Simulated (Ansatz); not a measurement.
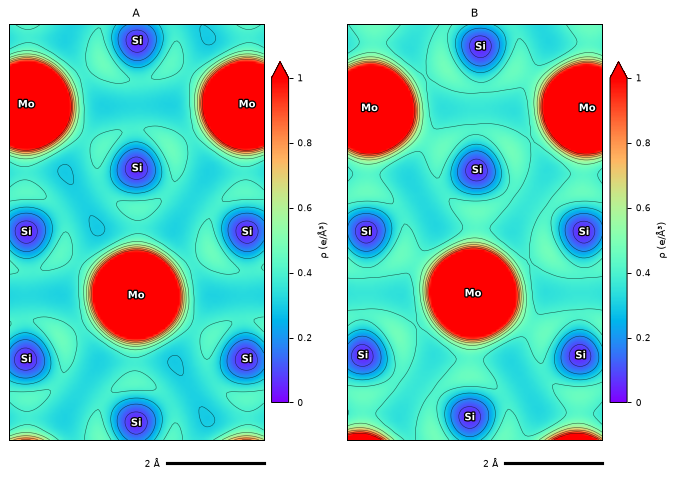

Si2Mo. The valence pseudo-density of two cells that differ in size and shape, on the (001) plane of each (indices in the axes of the calculation cell), at one length scale and on one colour scale; one has 12.6 and the other 13.7 Å³ an atom.

Computed with Ansatz, DFT, PBE, PAW with Ansatz's default frozen-core files, scalar-relativistic.

The density is the valence pseudo-density of a PAW calculation; it isn't the true density close to the nuclei.

Which panel shows the smaller cell, and what does the compression change?

Answer. Panel B is the smaller cell, by 8 % in volume. From the larger cell to the smaller, Si–Mo goes from 2.63 to 2.56 Å, and the density at its midpoint from 0.39 to 0.44 e/Å³; the pressure goes from −1.9 to 17 GPa.
